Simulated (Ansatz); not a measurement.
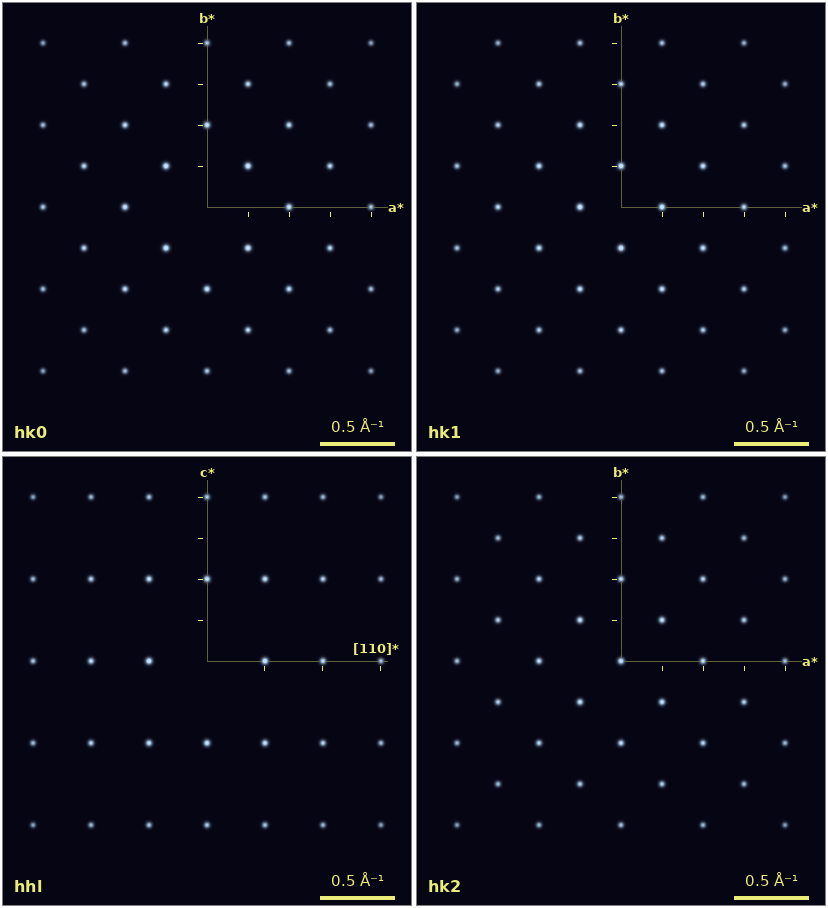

Simulated precession-type sections (X-rays; kinematic intensities, B = 0.5 Å²). The ticks mark integer indices of the conventional cell.

The compound is Hg. Structure: the input geometry of an electronic-structure calculation (not necessarily at equilibrium); the starting structure was generated, so it need not be a known form of this composition.

Question: What cell do the layers give?

Answer: a* = 0.279, b* = 0.279, c* = 0.279 Å⁻¹; the cell is cubic with a = 3.58 Å.

Question: List the systematic absences.

Answer: Reflections are present only under these conditions. hkl: h + k + l = 2n; hk0: h + k = 2n; hhl: l = 2n; h00: h = 2n. The lattice is body-centred (I).

Question: Which space groups fit?

Answer: The intensities have Laue symmetry m-3m (the hk0 layer shows 4mm, hk1 shows 4mm). With these conditions the candidates are I432 (No. 211), I-43m (No. 217), Im-3m (No. 229). Diffraction geometry alone does not choose among them; the structure has Im-3m.
